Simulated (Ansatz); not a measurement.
**Run report: B24HN23, geometry relaxation (part 3 of 3)**

B24HN23 (defect cell, 48 atoms in the cell); DFT PBE, scalar-relativistic, plane waves, PAW, spin-polarised (Ansatz 0.2.0); cutoff 420 eV, 2×2×2 k-mesh, Gaussian smearing of 0.05 eV, collinear spins. The structure derives from a Materials Project entry.

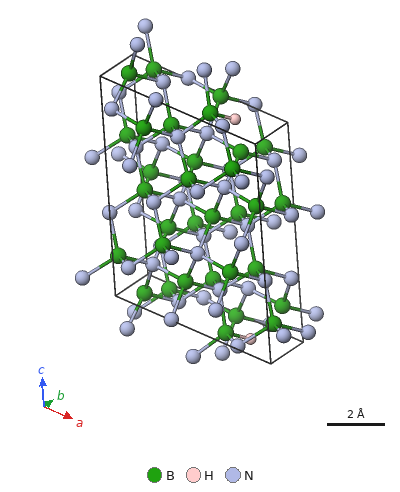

*The geometry at step 13 of the log (ball-and-stick view of the cell of the calculation, seen slightly off an axis; bonded neighbours outside the cell are drawn too).*

### Output, continued
```
--- Relaxed structure (13 steps of the walk, 13 accepted, 0 SCFs on fresh bases) ---
  F+E_penalty+E_count = -12638.23153043 eV   max|allowed force component| = 1.814e-2 eV/Å
  atoms:
    - { symbol: B, position: [0.644597011245851, 0.3123738490287086, 0.00023835736234187332] }
    - { symbol: B, position: [0.17165515285782335, 0.8385676208554684, 0.00024656946265294577] }
    - { symbol: B, position: [0.8335857461655393, 0.006918869294784195, 0.8353308409047844] }
    - { symbol: B, position: [0.338480263620279, 0.4996572045523422, 0.833175664418208] }
    - { symbol: B, position: [0.0033112007143129424, 0.6696381548769513, 0.6655368282464242] }
    - { symbol: B, position: [0.5014041464171275, 0.16996809125541468, 0.6695031518885785] }
    - { symbol: B, position: [0.16866019405895685, 0.33606643770945593, 0.49996847360823804] }
    - { symbol: B, position: [0.6689286442749426, 0.8363337000075016, 0.5004933986579878] }
    - { symbol: B, position: [0.3379999524196149, 0.004327943368872008, 0.3349194249881231] }
    - { symbol: B, position: [0.8321297066427347, 0.5007098052947389, 0.3309354115961832] }
    - { symbol: B, position: [0.5055478079820243, 0.6667291494685319, 0.16729923931209215] }
    - { symbol: B, position: [-0.0015283532765600506, 0.17183570342533175, 0.16510685494591637] }
    - { symbol: B, position: [0.5861319328311749, 0.9127320529132887, 0.00024109375345916784] }
    - { symbol: B, position: [0.09703117882115084, 0.4317949784308397, 0.0002307276626471455] }
    - { symbol: B, position: [0.7640470445870745, 0.5978629943337437, 0.8327577395116599] }
    - { symbol: B, position: [0.2464001088996996, 0.08426021406377743, 0.8321879509269136] }
    - { symbol: B, position: [0.919054917066323, 0.25477551888430117, 0.6681925497198111] }
    - { symbol: B, position: [0.4204256059997894, 0.7518786750979278, 0.6668949023535027] }
    - { symbol: B, position: [0.08520191100553917, 0.9194103881071483, 0.4988816012759353] }
    - { symbol: B, position: [0.5865664449950084, 0.42076771195445245, 0.501581748100075] }
    - { symbol: B, position: [0.2510754062458048, 0.5868282318087168, 0.3322764306735378] }
    - { symbol: B, position: [0.7537567217205585, 0.0852125977815216, 0.333571442438227] }
    - { symbol: B, position: [0.41443042256424434, 0.2523098545177592, 0.16826631845271853] }
    - { symbol: B, position: [0.9315630999756673, 0.76528760532187, 0.16767457363423363] }
    - { symbol: H, position: [0.7766182934793122, 0.4458917690795617, 0.00026053643733897625] }
    - { symbol: N, position: [0.3549267570295509, 0.02205439555578248, 0.0002304044104810693] }
    - { symbol: N, position: [0.01776278781687518, 0.19747932491358916, 0.8364047957921252] }
    - { symbol: N, position: [0.5289269883555591, 0.6852188644289953, 0.8355133971993189] }
    - { symbol: N, position: [0.1883967967842889, 0.8545371917626075, 0.6654176607348615] }
    - { symbol: N, position: [0.6931629177752398, 0.36018435607462307, 0.6727817558751513] }
    - { symbol: N, position: [0.3561837491254405, 0.5232332454273744, 0.4998071917186707] }
    - { symbol: N, position: [0.8566119340561136, 0.023668753320053554, 0.5006639855918776] }
    - { symbol: N, position: [0.5232050113060467, 0.18936141344228616, 0.335048495009064] }
    - { symbol: N, position: [0.020637840374957583, 0.687659547656778, 0.327713617714402] }
    - { symbol: N, position: [0.6936397814042001, 0.8499587317967536, 0.1649680840641466] }
    - { symbol: N, position: [0.1815968344773365, 0.36133123995628336, 0.1640627886727701] }
    - { symbol: N, position: [0.7673348889990785, 0.09646614032826001, 0.000225308473198238] }
    - { symbol: N, position: [0.27911149092243004, 0.6095151814051938, 0.00022961407612658025] }
    - { symbol: N, position: [0.9427883117006597, 0.7786683147691019, 0.832036283072755] }
    - { symbol: N, position: [0.4283910766749829, 0.2650962290474506, 0.8308458782833568] }
    - { symbol: N, position: [0.10677058802030037, 0.440626414795619, 0.6669602669925745] }
    - { symbol: N, position: [0.6057767420499182, 0.9403112593298406, 0.6672838890872829] }
    - { symbol: N, position: [0.2732401866856067, 0.10693459416526649, 0.500420972533715] }
    - { symbol: N, position: [0.7730618693649178, 0.606757740963735, 0.5000393136300824] }
    - { symbol: N, position: [0.44004322313517297, 0.773901148773527, 0.33349825245291337] }
    - { symbol: N, position: [0.9387087859904137, 0.27326873467773916, 0.3331777711456317] }
    - { symbol: N, position: [0.5977592654276204, 0.4344845639271424, 0.16961494475638417] }
    - { symbol: N, position: [0.1109968436092954, 0.9468942963489874, 0.16842058578151964] }
--- Löwdin populations: 48 sites ---
  site symbol       q [e]    m [muB]
     0      B      2.9579     0.0000
     1      B      2.6667     0.0000
     2      B      2.6727     0.0000
     3      B      2.6730    -0.0000
     4      B      2.6834     0.0000
     5      B      2.6716     0.0000
     6      B      2.6811     0.0000
     7      B      2.6811     0.0000
     8      B      2.6834    -0.0000
     9      B      2.6716     0.0000
    10      B      2.6730    -0.0000
    11      B      2.6727    -0.0000
    12      B      2.6832     0.0000
    13      B      2.7668    -0.0000
    14      B      2.7642     0.0000
    15      B      2.6773    -0.0000
    16      B      2.6795     0.0000
    17      B      2.6727     0.0000
    18      B      2.6742    -0.0000
    19      B      2.6742     0.0000
    20      B      2.6795    -0.0000
    21      B      2.6727    -0.0000
    22      B      2.6773    -0.0000
    23      B      2.7644    -0.0000
    24      H      0.9580    -0.0000
    25      N      5.3035    -0.0000
    26      N      5.2799     0.0000
    27      N      5.2802    -0.0000
    28      N      5.2882     0.0000
    29      N      5.2807    -0.0000
    30      N      5.2905     0.0000
    31      N      5.2905    -0.0000
    32      N      5.2882     0.0000
    33      N      5.2807     0.0000
    34      N      5.2802     0.0000
    35      N      5.2799     0.0000
    36      N      5.2769     0.0000
    37      N      5.2806     0.0000
    38      N      5.2822    -0.0000
    39      N      5.2762    -0.0000
    40      N      5.2911     0.0000
    41      N      5.2888    -0.0000
    42      N      5.2901     0.0000
    43      N      5.2901    -0.0000
    44      N      5.2911    -0.0000
    45      N      5.2889     0.0000
    46      N      5.2762     0.0000
    47      N      5.2821     0.0000
  spilling = 0.003782 (of n_electrons = 188.000000)
settings of this run that can trade accuracy for cost: output.eigenvalues: false. Do not mix this run's numbers with those of runs without the same settings; the input reference describes each key
```

### Trajectory as extended XYZ (Å, eV, eV/Å), 2 of the 13 frames kept, from step=1 to step=13
```
48
Lattice="-3.8309 2.2118 -4.2269 3.8309 -2.2118 -4.2269 -3.8309 -6.6353 4.2269" Properties=species:S:1:pos:R:3:forces:R:3 step=1 energy=-12635.63597
B    -1.2785    0.7294   -4.2275    1.5274  -0.1525   2.0919
B     2.5231   -1.4600   -4.2036    1.4225  -0.6485  -0.7179
B    -6.3849   -3.6863   -0.0012    0.1657  -0.2032   0.1935
B    -2.5539   -5.8981   -0.0012   -0.0380   0.3433  -0.2321
B     0.0000   -5.8981   -0.0012    0.1054  -0.4285   0.3302
B    -3.8613   -3.6779    0.0000    0.8755  -0.0625  -0.3544
B    -1.2770   -3.6863   -0.0012   -0.2550  -0.0400  -0.0483
B    -1.2770   -3.6863   -4.2280    0.1462   0.0885  -0.0072
B    -2.5539   -1.4745   -0.0012    0.2130   0.1877  -0.1070
B    -2.5419   -1.4904   -4.2478    0.1461   0.1725   0.3087
B     0.0207   -1.4398   -4.1997   -0.1636  -1.1892  -0.9457
B     0.0276   -1.5515   -0.0579   -0.7536   2.3761   0.7425
B     1.2835   -0.7255   -6.3731   -0.1695  -0.8011   0.5979
B     1.2835   -0.7156   -2.0953   -0.9524   1.0628  -2.7442
B    -3.8725   -5.1600   -2.0431    1.4131   1.7793  -1.9793
B    -3.8309   -5.1608    2.1123   -0.0164  -0.0218   0.0582
B    -5.1243   -2.9286   -2.1504    0.7871  -0.4354   0.9061
B    -1.2770   -5.1608   -2.1146   -0.1000   0.2119  -0.2072
B     1.2770   -5.1608   -2.1146    0.0241  -0.3842  -0.4254
B    -2.5539   -2.9490   -2.1146    0.0228   0.0063  -0.1312
B     0.0123   -2.9810   -2.1055   -0.3932   0.7545  -1.1898
B    -3.8309   -0.7373   -2.1146    0.1812  -0.1243   0.1138
B    -1.2770   -0.7373   -2.1146   -0.2890   0.2925  -0.2519
B    -1.2900   -0.8002   -6.3454    0.2971  -1.2197  -1.6189
H    -1.2816    0.7176   -5.8172   -0.0898  -0.1742   0.0653
N    -1.2770    0.7373   -1.5839    0.1550   0.2724  -0.2595
N    -2.5093   -5.8827    2.6659   -1.2097  -0.6565  -0.6744
N    -2.5627   -5.9023   -1.5960   -0.7556  -0.1890   0.6939
N     0.0000   -5.8981   -1.5839   -0.1969  -0.1168   0.1564
N    -3.8382   -3.6935   -1.6152   -0.1710   0.4388   1.1321
N    -1.2770   -3.6863   -1.5839    0.0708  -0.2158   0.1179
N    -5.1079   -1.4745   -1.5839   -0.0482   0.1462  -0.2189
N    -2.5539   -1.4745   -1.5839   -0.0078  -0.3151  -0.2775
N     1.2806   -3.6987   -1.6305   -0.2185  -0.1676   1.6619
N     0.0236   -1.5028   -5.8149   -0.5527   1.3207   0.1153
N    -0.0077   -1.4760   -1.6374    1.7369  -0.8175   1.6351
N    -2.5423    1.4588   -3.7246   -0.1018  -0.1671  -0.7099
N     1.2826   -0.7128   -3.7074   -0.1452  -0.0872   0.9589
N    -3.8098   -5.1898   -3.6846   -1.3574   0.7612   0.3842
N    -3.8344   -5.1467    0.5118    0.1619  -0.4221   0.6284
N    -1.2770   -5.1608    0.5295   -0.0982   0.0940  -0.4767
N    -1.2770   -5.1608   -3.6973   -0.1246   0.1431   0.2030
N    -2.5539   -2.9490    0.5295   -0.1556  -0.1285  -0.1646
N    -2.5539   -2.9490   -3.6973    0.0764   0.0127  -0.2684
N     0.0000   -2.9490   -3.6973    0.1776  -0.0053   0.0670
N    -3.8309   -0.7373   -3.6973    0.4079  -0.8256  -0.5543
N    -1.2468   -0.7411   -3.7112   -1.0928   0.2102   0.1067
N     2.5798   -2.9464   -3.7479   -0.6575  -0.6754   1.2959
48
Lattice="-3.8309 2.2118 -4.2269 3.8309 -2.2118 -4.2269 -3.8309 -6.6353 4.2269" Properties=species:S:1:pos:R:3:forces:R:3 step=13 energy=-12638.23153
B    -1.2736    0.7332   -4.0440   -0.0005   0.0022   0.0177
B     2.5539   -1.4767   -4.2690    0.0093  -0.0010   0.0019
B    -6.3670   -3.7143   -0.0219   -0.0050  -0.0065   0.0028
B    -2.5744   -5.8849   -0.0210   -0.0012   0.0012  -0.0019
B     0.0030   -5.8898   -0.0313   -0.0014  -0.0008   0.0027
B    -3.8345   -3.7093   -0.0079    0.0019  -0.0006   0.0018
B    -1.2740   -3.6877   -0.0201    0.0007   0.0002   0.0012
B    -1.2760   -3.6912   -4.2470    0.0003  -0.0002   0.0018
B    -2.5613   -1.4843   -0.0313    0.0005  -0.0005   0.0008
B    -2.5374   -1.4628   -4.2349   -0.0028  -0.0056   0.0058
B    -0.0234   -1.4666   -4.2479    0.0003   0.0025  -0.0003
B     0.0316   -1.4790   -0.0220   -0.0009   0.0039   0.0047
B     1.2503   -0.7240   -6.3345   -0.0068   0.0048   0.0063
B     1.2816   -0.7420   -2.2343    0.0066  -0.0057   0.0008
B    -3.8269   -5.1581   -2.2367    0.0015  -0.0068  -0.0024
B    -3.8092   -5.1632    2.1199    0.0010  -0.0020   0.0072
B    -5.1046   -2.9644   -2.1373    0.0022  -0.0003   0.0020
B    -1.2850   -5.1582   -2.1363   -0.0037  -0.0009   0.0020
B     1.2846   -5.1553   -2.1376    0.0023   0.0014  -0.0022
B    -2.5567   -2.9615   -2.1377    0.0001  -0.0038  -0.0001
B     0.0133   -2.9474   -2.1372   -0.0035  -0.0004  -0.0001
B    -3.8390   -0.7347   -2.1362    0.0003   0.0036  -0.0003
B    -1.2657   -0.7579   -2.1070    0.0001  -0.0018   0.0076
B    -1.2793   -0.7448   -6.4636    0.0123  -0.0032  -0.0013
H    -1.2680    0.7298   -5.1663   -0.0010   0.0014  -0.0074
N    -1.2761    0.7347   -1.5925   -0.0021   0.0008   0.0058
N    -2.5157   -5.9473    2.6256   -0.0112   0.0122  -0.0033
N    -2.6020   -5.8896   -1.6004    0.0181  -0.0017  -0.0060
N     0.0028   -5.8886   -1.5957    0.0007   0.0020  -0.0033
N    -3.8530   -3.7277   -1.6086    0.0070   0.0118  -0.0026
N    -1.2748   -3.6859   -1.6046    0.0014   0.0015  -0.0005
N    -5.1089   -1.4798   -1.6046   -0.0007  -0.0013   0.0009
N    -2.5625   -1.4848   -1.5957   -0.0027  -0.0013  -0.0033
N     1.2999   -3.6498   -1.6087   -0.0016  -0.0058  -0.0017
N    -0.0331   -1.4404   -5.8273    0.0053  -0.0096  -0.0084
N     0.0600   -1.4861   -1.6014   -0.0155   0.0048  -0.0001
N    -2.5709    1.4823   -3.6502    0.0010  -0.0013  -0.0047
N     1.2649   -0.7323   -3.7551   -0.0049   0.0017  -0.0063
N    -3.8162   -5.1578   -3.7595   -0.0032  -0.0009  -0.0084
N    -3.8085   -5.1518    0.5806    0.0063   0.0050  -0.0012
N    -1.2761   -5.1639    0.5054   -0.0043  -0.0004  -0.0013
N    -1.2747   -5.1676   -3.7146    0.0031   0.0034   0.0028
N    -2.5542   -2.9526    0.5083   -0.0008  -0.0005  -0.0026
N    -2.5527   -2.9501   -3.7187    0.0008   0.0019  -0.0009
N     0.0014   -2.9513   -3.7215   -0.0018   0.0019   0.0001
N    -3.8256   -0.7389   -3.7146   -0.0022  -0.0009   0.0007
N    -1.2753   -0.7643   -3.6462   -0.0025  -0.0077  -0.0036
N     2.5570   -2.9663   -3.7597   -0.0030   0.0030  -0.0031
```

### Results in brief

- outcome: converged
- electrons treated: 188
- free energy: −12638.2315 eV
- Fermi energy: 14.059 eV
- net moment of the cell: 0.00 μB
- integrated absolute moment: 0.00 μB
- final volume: 286.52 Å³
- largest force (length of the vector) at the end: 0.019 eV/Å
- hardware: 4 threads of Arm Neoverse V1, 24 GiB of memory available, shared host
- wall time: 2.6 min (CPU time 10 min)
- peak memory: 1.5 GiB

### Remarks

The program warns: some starting moments were not kept. The k-point mesh is coarse for a cell of this size, so the results may not be converged.
